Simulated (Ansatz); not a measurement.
```xyz
36
Lattice="-6.6162 0.0000 0.0000 0.0000 6.6162 0.0000 3.3081 -3.3081 -8.9654" Properties=species:S:1:pos:R:3 pbc="T T T"
Zr    0.0000    0.0000   -5.9770
Zr   -3.3081    3.3081   -2.9884
Zr    0.0000    0.0000    0.0000
Zr    0.0000    3.3081   -4.4827
Zr   -3.3081    0.0000   -1.4943
Zr   -3.3081    0.0000   -7.4711
Si   -3.3081    3.3081   -5.9770
Si    0.0000    0.0000   -2.9884
Si   -3.3081    3.3081    0.0000
Si   -3.3081    0.0000   -4.4827
Si    0.0000    3.3081   -1.4943
Si    0.0000    3.3081   -7.4711
O    -3.3081    2.0882   -7.0589
O     0.0000   -1.2198   -4.0704
O    -3.3081    2.0883   -1.0819
O    -2.0883    0.0000   -5.5646
O    -5.3963    3.3081   -2.5762
O     1.2198    3.3081   -8.5531
O    -4.5279    0.0000   -5.5646
O    -1.2198    3.3081   -2.5762
O    -1.2199    3.3081   -8.5531
O     0.0000    1.2199   -4.0704
O    -3.3081    4.5279   -1.0819
O    -3.3081   -2.0883   -7.0589
O    -4.5279    3.3081   -4.8950
O    -1.2199    0.0000   -1.9065
O    -1.2198    0.0000   -7.8835
O    -3.3081    1.2198   -3.4008
O     0.0000    4.5279   -0.4123
O     0.0000   -2.0882   -6.3892
O    -3.3081   -1.2198   -3.4008
O     0.0000    2.0882   -0.4123
O     0.0000    2.0883   -6.3892
O    -5.3964    0.0000   -1.9065
O     1.2198    0.0000   -7.8835
O    -2.0882    3.3081   -4.8950
```

Space group I4₁/amd; a structure from a database of computed crystals, not necessarily the ambient phase.

Theory: DFT PBEsol, scalar-relativistic, plane waves, PAW (Ansatz 0.2.0).

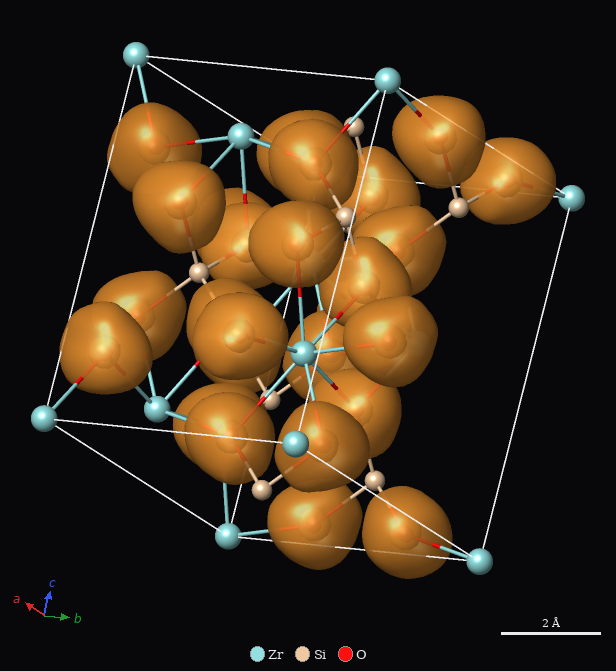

ZrSiO4. Isosurface of the electron localisation function at 0.65 (orange), seen at an oblique angle. Core shells and regions of very low density are left out. Sticks mark near contacts.

In a PAW calculation such maps are meaningful between the atoms, not at the nuclei.

### Describe the localisation domains.

The surface consists of 24 regions on O in which the atom's valence shell and bonds are merged, counted in one cell of 36 atoms. Any copies at cell faces, edges or corners count once.

Values along the shortest contacts:
Si–O (1.63 Å): the ELF peaks at about 0.85 between the atoms (a shared but strongly polarised pair). Zr–O (2.13 Å): the ELF peaks at about 0.85 in the valence shell of O, 0.6 Å from its nucleus, and drops to about 0.20 between the two atoms: no localised pair shows between them.

### Metal or insulator at this level of theory?

It is gapped, with a Kohn–Sham gap of 4.7 eV on the k-point mesh (the band edges may lie off the mesh, which would make the gap smaller).
